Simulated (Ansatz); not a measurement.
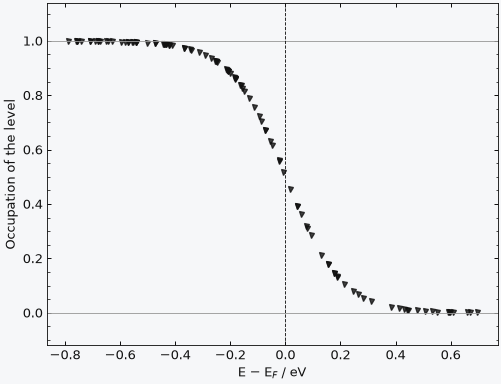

Occupations of the one-electron levels of the k mesh against their energy, from a run on W, space group Fm-3m (No. 225), 1 atom in the cell, with Ansatz.

### Name the smearing function and its width.

Fermi-Dirac smearing with a width of 0.1 eV. The occupations stay between 0 and 1 and have long exponential tails; the slope at the Fermi level is 1/(4 × width).
